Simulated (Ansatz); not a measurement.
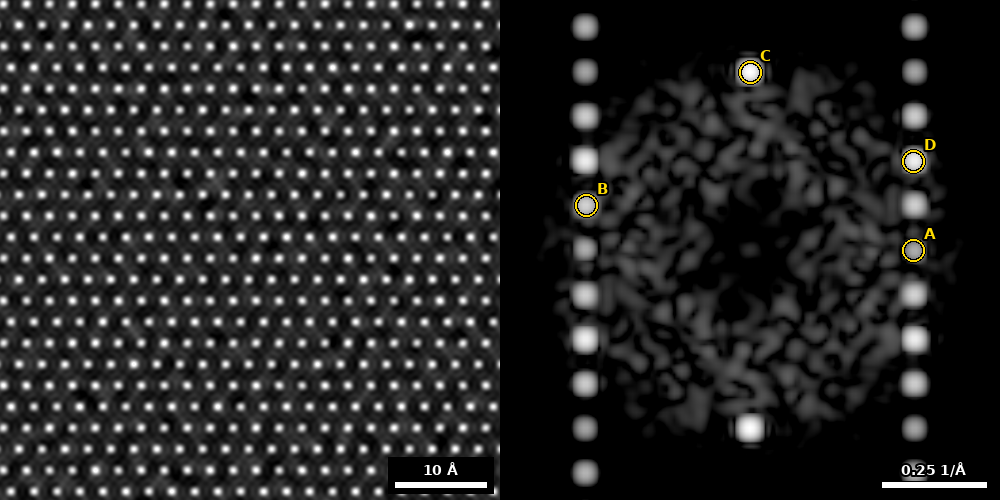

HRTEM-like image of Ti (P6_3/mmc, No. 194) along [100]. Simulated in the weak-phase-object approximation with neutral-atom potentials: 200 kV, Cs = −20 µm, defocus +85 Å (negative is underfocus), defocus spread 8 Å, aperture 1.14 1/Å. The speckle of an amorphous layer was added. Structure used: the geometry relaxed with DFT, r2SCAN, plane waves (500 eV) with PAW, scalar-relativistic (Ansatz 0.2.0); the starting structure was generated, so it need not be a known form of this composition.

The right panel is the modulus of the image's Fourier transform on a logarithmic scale.

a = 2.931 Å, b = 2.931 Å, c = 9.371 Å, α = 90.00°, β = 90.00°, γ = 120.00°

> Index the marked spots and give their plane spacings (the zone axis points at the viewer; indices equivalent by symmetry, or all signs reversed, are as good).

A: (0 -1 0), d = 2.54 Å; B: (0 1 -1), d = 2.45 Å; C: (0 0 -4), d = 2.34 Å; D: (0 -1 -2), d = 2.23 Å. A and B enclose 165°, and every spot obeys the zone law hu + kv + lw = 0 for [100].
